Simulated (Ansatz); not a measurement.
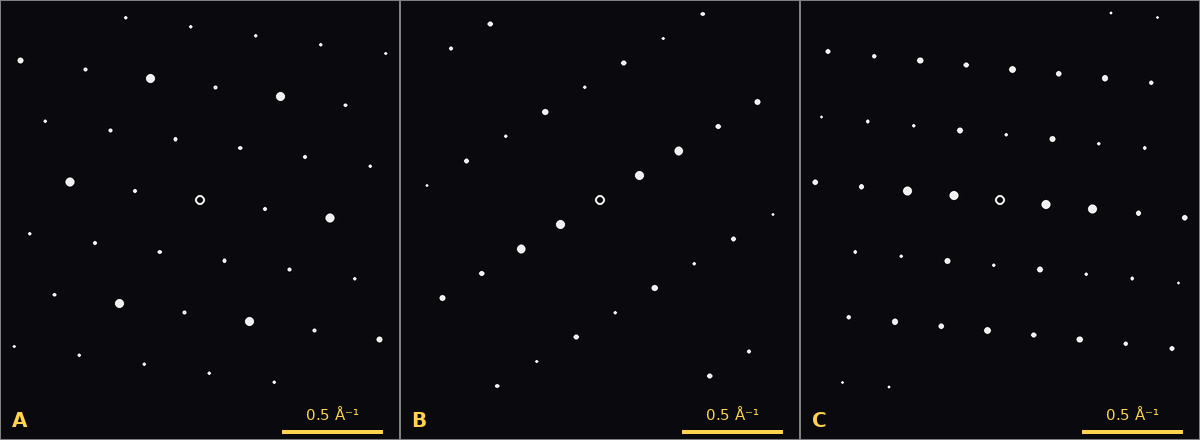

The patterns are kinematic simulations for 120 kV electrons (no multiple scattering; isotropic B = 0.5 Å²).

All three come from CoSi₃, space group Pm-3m (No. 221), a = 4.313 Å. Structure: coordinates from a relaxation with DFT PBE, scalar-relativistic, plane waves, PAW (Ansatz 0.2.0); the starting structure was generated, so it need not be a known form of this composition.

```csv
atom,site,symmetry,x,y,z
Co,1a,m-3m,0.0000,0.0000,0.0000
Si,3d,4/mm.m,0.5000,0.0000,0.0000
```

### Assign the zone axes [110], [111], [210] to A, B and C.

A is [111]: hexagonal net of -1 1 0 at d = 3.05 Å and -1 0 1 at d = 3.05 Å, at 60.0°. B is [210]: rectangular net of 0 0 1 at d = 4.31 Å and 1 -2 0 at d = 1.93 Å, at 90.0°. C is [110]: rectangular net of 0 0 1 at d = 4.31 Å and 1 -1 0 (weak) at d = 3.05 Å, at 90.0°.
